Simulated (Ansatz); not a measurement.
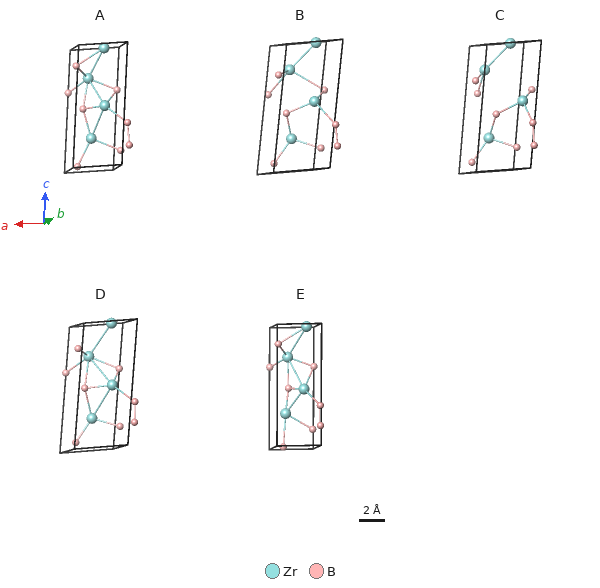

5 geometries from one relaxation of crystalline Zr$_{2}$B$_{3}$ (a generated structure, set up in P1) (coarse preliminary run), in shuffled order. Style: ball-and-stick. Shown: the cell of the calculation, from a free direction.

Method: DFT PBE, scalar-relativistic, plane waves, PAW in Ansatz 0.2.0. Settings: plane-wave cutoff 420 eV; k-point mesh 6 × 6 × 2; occupations gaussian; smearing width 0.2 eV; no spin polarisation; cell and atoms relaxed; force threshold 0.025 eV/Å; at most 60 steps.

Order the frames from highest to lowest energy.

E, A, D, B, C. They are steps 0, 5, 10, 15, 24, at +13.201 eV per cell of the calculation, +7.623 eV per cell of the calculation, +5.131 eV per cell of the calculation, +2.830 eV per cell of the calculation relative to the last. The atom that moves furthest relative to the cell is a B atom (1.66 Å roughly along [2 2 −1]). By element the largest moves are B 1.66 Å, Zr 1.28 Å. The drawn cell changes as follows: a 3.873 → 4.743 Å (+22.5 %), b 3.968 → 3.414 Å (−14.0 %), c 9.874 → 10.407 Å (+5.4 %), α 88.7° → 90.0°, β 90.0° → 96.3°, γ 121.9° → 136.0°; the volume changes by −10.3 %. Among the contacts that change: B–Zr 5.103 → 2.546 Å, B–B 4.251 → 1.904 Å, B–Zr 4.671 → 2.530 Å, B–Zr 4.635 → 2.508 Å. New bonds form, among them: B–Zr (4.15 → 2.52 Å), B–Zr (4.23 → 2.53 Å), B–Zr (4.27 → 2.54 Å), B–Zr (4.29 → 2.53 Å). Bonds break, among them: B–Zr (2.26 → 4.13 Å), B–Zr (2.48 → 4.46 Å), B–Zr (2.54 → 4.04 Å), Zr–Zr (2.99 → 4.70 Å). Among the angles between lasting bonds that change: Zr–B–Zr 170.7° → 69.7°, Zr–B–B 140.1° → 67.7°, Zr–B–B 66.0° → 137.5°. The space group (tolerance 0.01 Å) goes from P1 (No. 1) to Amm2 (No. 38). Over 22 accepted moves (24 points after the start) the energy falls by 13.201 eV per cell of the calculation. Largest force component: 8.2 eV/Å at the start, 0.012 eV/Å at the end. Pressure: 18.71 GPa at the start and −0.02 GPa at the end. The SCF was repeated twice at an unchanged geometry on a basis and grid sized afresh for the cell, which shifted the energy by 88.6 meV per cell of the calculation at most. Cost: 9.5 min on 1 thread of Intel(R) Xeon(R) Processor @ 2.70GHz, on a shared host, peak memory 0.49 GiB.
